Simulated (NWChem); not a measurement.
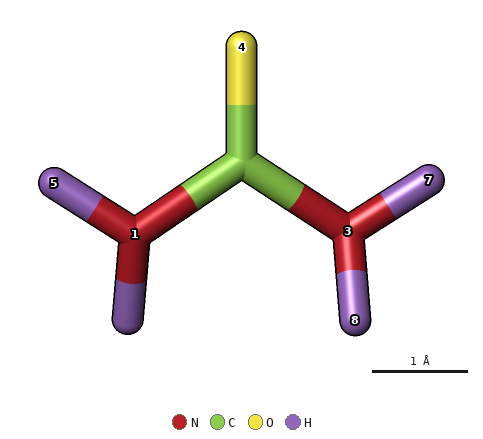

Fig. 1: The structure as given in the input (stick view, seen on its broad side; atoms are numbered from 1 in the order of the input).

CH4N2O: energy and gradient calculation

CH4N2O, computed with HF/STO-3G, RHF (NWChem 7.3.0).

The geometry comes from this level: PBE0-D4/def2-TZVP.

The input
```python
from ase import Atoms
from ase.calculators.nwchem import NWChem

system = Atoms('NCNOHHHH', positions=[
    [-0.091180, 1.153200, -0.236100],
    [-0.242410, -0.206120, -0.390990],
    [0.326430, -0.953280, 0.615330],
    [-0.825140, -0.701360, -1.330440],
    [-0.670530, 1.692970, -0.856600],
    [-0.003880, 1.521090, 0.696140],
    [0.387130, -1.933960, 0.399490],
    [1.119580, -0.572540, 1.103170],
])

calc = NWChem(
    label='ch4n2o',
    theory='scf',
    memory='2200 mb',
    basis='STO-3G',
    basispar='spherical bse',
    scf={'nopen': '0', 'rhf': None, 'thresh': '1e-08', 'maxiter': '80'},
)
system.calc = calc

forces = system.get_forces()
print("Total energy (eV):", round(system.get_potential_energy(), 6))
print("forces (eV/A):")
for s, f in zip(system.symbols, forces):
    print(f"{s:2s} {f[0]:10.5f} {f[1]:10.5f} {f[2]:10.5f}")
print("dipole (e A):", system.get_dipole_moment().round(4))
```

File ch4n2o.nwi
```
title "ch4n2o"

permanent_dir ch4n2o

scratch_dir ch4n2o

start ch4n2o

geometry units angstrom nocenter noautosym noautoz
  N  -9.1179999999999997e-02 1.1532000000000000e+00 -2.3610000000000000e-01
  C  -2.4240999999999999e-01 -2.0612000000000000e-01 -3.9099000000000000e-01
  N  3.2643000000000000e-01 -9.5328000000000002e-01 6.1533000000000004e-01
  O  -8.2513999999999998e-01 -7.0135999999999998e-01 -1.3304400000000001e+00
  H  -6.7052999999999996e-01 1.6929700000000001e+00 -8.5660000000000003e-01
  H  -3.8800000000000002e-03 1.5210900000000001e+00 6.9613999999999998e-01
  H  3.8712999999999997e-01 -1.9339599999999999e+00 3.9949000000000001e-01
  H  1.1195800000000000e+00 -5.7254000000000005e-01 1.1031700000000000e+00
end

memory 2200 mb

basis spherical bse noprint
   * library STO-3G
end

scf
  nopen 0
  rhf
  thresh 1e-08
  maxiter 80
end

task scf gradient
```

Hardware: 1 thread of Intel Xeon (Granite Rapids), 32 GiB of memory available, shared host.

Command:
```bash
export ASE_NWCHEM_COMMAND="nwchem PREFIX.nwi > PREFIX.nwo"
python run.py
```

Log
```
Total energy (eV): -6014.210974
forces (eV/A):
N     0.97964    1.96381   -0.08413
C    -0.81417   -0.68957   -1.31049
N     0.18455   -0.97532    1.95980
O    -0.73302   -0.62349   -1.18291
H    -0.48594    0.56842   -0.29511
H    -0.09719    0.29624    0.71415
H     0.26467   -0.75698   -0.06181
H     0.70145    0.21690    0.26050
dipole (e A): [0.2642 0.2245 0.426 ]
```

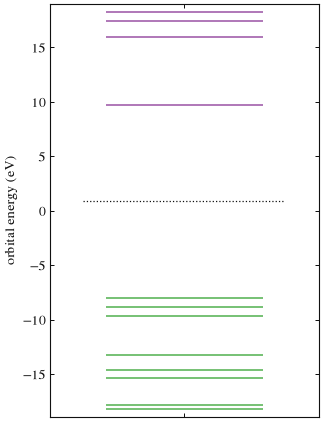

Fig. 2: Orbital energies near the frontier; the dotted line parts filled from empty levels, and levels within 0.02 eV of each other stand side by side. Highest filled −8.05 eV, lowest empty 9.74 eV, 17.79 eV apart.

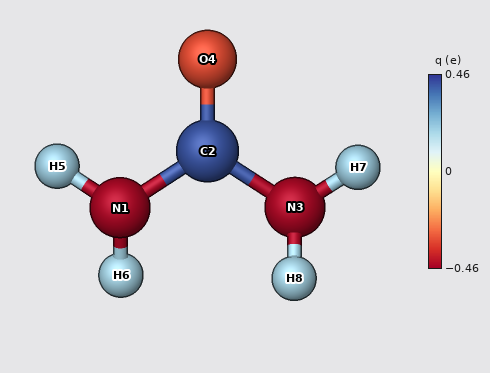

Fig. 3: Mulliken charges, as the colour of each atom (ball-and-stick view, seen on its broad side; atoms are numbered from 1 in the order of the input). By element: N −0.44, C +0.41, O −0.32 and H +0.19 to +0.20 e.

Summary

| quantity | value |
| --- | --- |
| outcome | converged |
| total energy | −221.018179 hartree |
| basis functions | 24 |
| largest force | 2.197 eV/Å |
| HOMO | −8.05 eV |
| LUMO | 9.74 eV |
| dipole moment | 2.64 D |
| wall time | 3 s |
| peak memory | 0.099 GiB |
